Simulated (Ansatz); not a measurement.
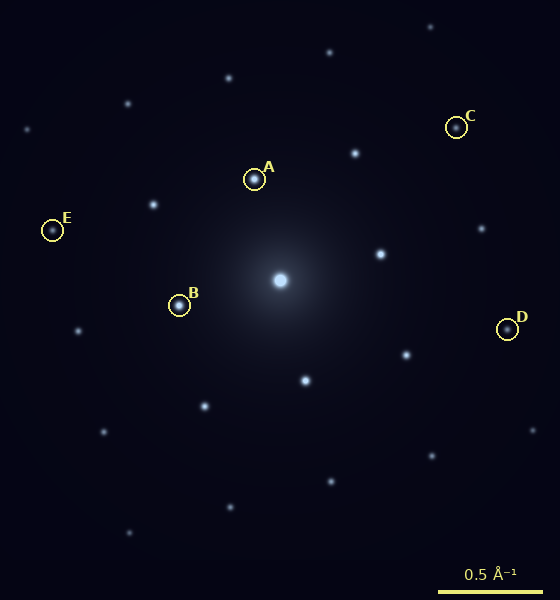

Computed electron diffraction pattern, 300 kV, single scattering only, B = 1 Å². The zone axis points towards the electron source and the pattern is seen from the source side.

Crystal: Mo, space group Fm-3m (No. 225), a = 3.987 Å. Structure: the input geometry of an electronic-structure calculation (not necessarily at equilibrium); the starting structure was generated, so it need not be a known form of this composition.

```
atom  site  symmetry       x       y       z
  Mo    4a      m-3m  0.0000  0.0000  0.0000
```

Spot A is indexed -2 0 0 and spot B 0 -2 0.

Give hkl for C, D, E.

Answer. C = A − 2B = -2 4 0 (d = 0.892 Å). D = −A − 2B = 2 4 0 (d = 0.892 Å). E = A + 2B = -2 -4 0 (d = 0.892 Å).

Which zone axis is this?

Answer. The cross product of A and B is parallel to [001]; every spot obeys hu + kv + lw = 0.

What are the spacings of A and B and the angle between them?

Answer. d(A) = 1.994 Å, d(B) = 1.994 Å, and the angle is 90.0°.
